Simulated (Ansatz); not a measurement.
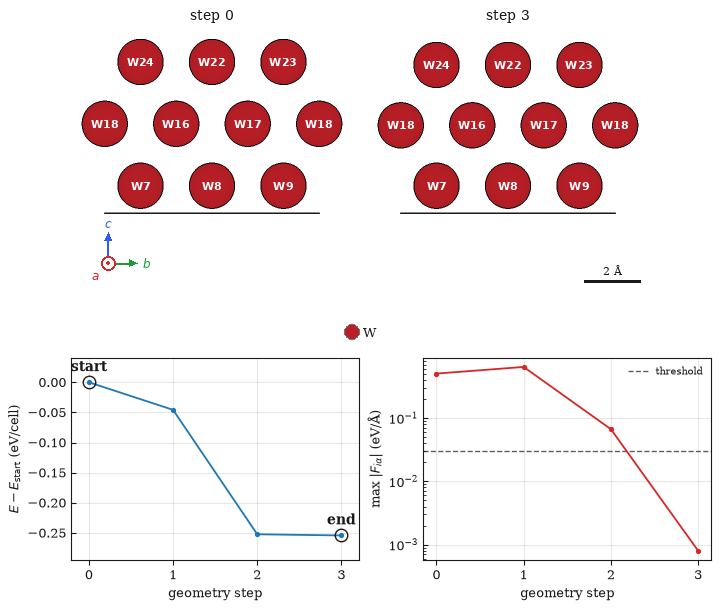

First and last geometry of a constrained relaxation of a slab of composition W (cut from the Im-3m phase), with the history of the run. A spheres-only model of the cell of the calculation, outlined in the plane, without the vacuum, seen along the a axis.

Case: clean slab, lower planes held. The slab is the (1 1 0) face of W. 9 atoms are held fixed.

Method: DFT PBE+D3(BJ), scalar-relativistic, plane waves, PAW (Ansatz). (plane-wave cutoff 420 eV; k-point mesh 3 × 3 × 1; occupations gaussian; smearing width 0.1 eV; no spin polarisation; dipole correction; atoms relaxed in a fixed cell; force threshold 0.03 eV/Å; at most 70 steps)

Read the history and describe the run.

It converged. After 3 geometry steps the energy has fallen by 0.254 eV per cell of the calculation. Largest force component: 0.5 eV/Å at the start, 0.0008 eV/Å at the end. The largest moves, 0.11 Å, are those of W atoms. The cell stays as it was. Near-neighbour distances that change, for instance: W–W 2.736 → 2.692 Å, W–W 3.159 → 3.121 Å.

```json
{"step": "0", "E − E(0), meV/atom": "0.00", "largest force component, eV/Å": "0.5031"}
{"step": "1", "E − E(0), meV/atom": "-1.70", "largest force component, eV/Å": "0.6410"}
{"step": "2", "E − E(0), meV/atom": "-9.35", "largest force component, eV/Å": "0.0666"}
{"step": "3", "E − E(0), meV/atom": "-9.42", "largest force component, eV/Å": "0.0008"}
```
